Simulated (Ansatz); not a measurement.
**Si$_{8}$W$_{3}$ (slab): density, localisation and related maps**

Input

```
crystal:
  lattice:
    - [3.2112931008, 0.0, 0.0]
    - [-1.6056465504, 4.2197285855, 0.0]
    - [0.0, 0.0, 24.8902413241]
  atoms:
    - { symbol: Si, position: [0.7136535418, 0.4273070836, 0.3013229122] }
    - { symbol: Si, position: [0.4311338902, 0.8622677804, 0.3407379968] }
    - { symbol: W, position: [0.144787432, 0.289574864, 0.3806869697] }
    - { symbol: Si, position: [0.8584409738, 0.7168819477, 0.4206359425] }
    - { symbol: Si, position: [0.5759213222, 0.1518426444, 0.4600510272] }
    - { symbol: W, position: [0.289574864, 0.579149728, 0.5] }
    - { symbol: Si, position: [0.0032284058, 0.0064568117, 0.5399489728] }
    - { symbol: Si, position: [0.7207087542, 0.4414175084, 0.5793640575] }
    - { symbol: W, position: [0.434362296, 0.8687245921, 0.6193130303] }
    - { symbol: Si, position: [0.1480158379, 0.2960316757, 0.6592620032] }
    - { symbol: Si, position: [0.8654961862, 0.7309923725, 0.6986770878] }
basis:
  ecutwfc: 500
kpoints:
  mp_grid: { grid: [12, 8, 1] }
hamiltonian:
  xc: r2scan
scf:
  occupations: { method: gaussian, width: 0.1 }
output:
  forces: true
  stress: true
  eigenvalues: true
  write_density: true
  write_potential: true
  elf: true
  volumetric_format: npy
efield:
  axis: 3
  dipole_correction: true
  ramp_width: 0.04
```

Launched as:

```sh
ansatz run input.yaml --threads 1 --pin off --max-ram 2560MiB --backend cpu --events-out ev --progress --plain --runs-dir out
```

Not relaxed (largest force 1.0 eV/Å).

Level of theory: Ansatz 0.2.0, DFT r2SCAN, scalar-relativistic, plane waves, PAW.

The density is the valence pseudo-density of a PAW calculation; it isn't the true density close to the nuclei.

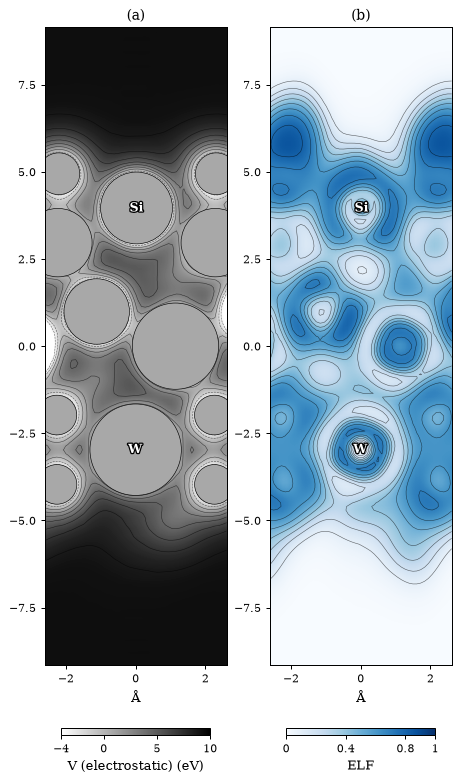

Figure 1. (a) electrostatic potential energy of an electron; (b) electron localisation function on the (11̄0) plane of the calculation cell, a cut from vacuum to vacuum. Grey discs cover the atomic cores in the potential map.

**What does the map show?**

The section cuts through W and Si sites. Atoms just off the plane (Si, 0.4 Å away and W, 0.4 Å away) can leave unmarked features too. The features right at W lie inside the PAW spheres, where the map follows smoothed inner orbitals and isn't to be read closely. Outside the cores the potential energy rises away from the atoms and is highest in the vacuum; its zero is arbitrary.

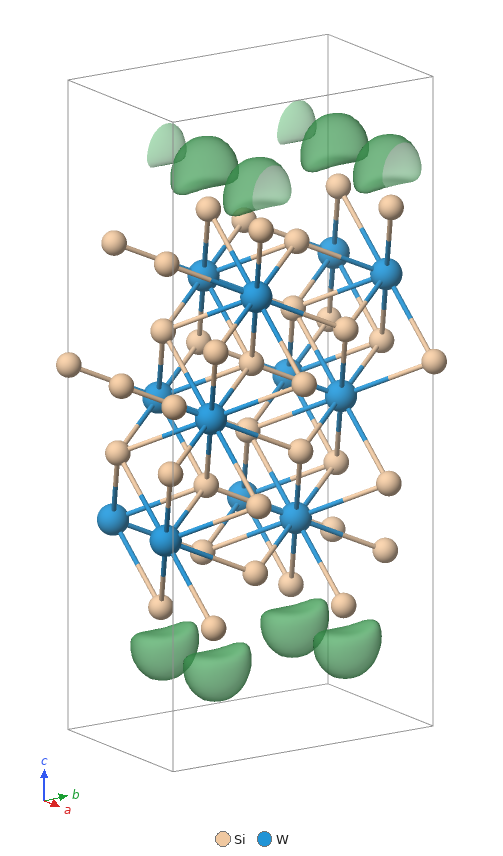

Figure 2. Isosurface of the ELF at 0.9 (green), seen slightly off an axis. Core shells and regions of very low density are left out. Sticks mark near contacts.

**What do the ELF domains correspond to?**

The surface consists of two lobes on Si, pointing away from the bonds (lone pairs), counted in one cell of 11 atoms. Counts are for one cell; the picture repeats the cell along the surface.


Si–W (2.61 Å): the ELF peaks at about 0.70 in the valence shell of Si, 0.9 Å from its nucleus, and is about 0.45 at the midpoint.

**Does the calculation make it a metal, or give it a gap?**

It is metallic or semimetallic at this level of theory: no gap opens.
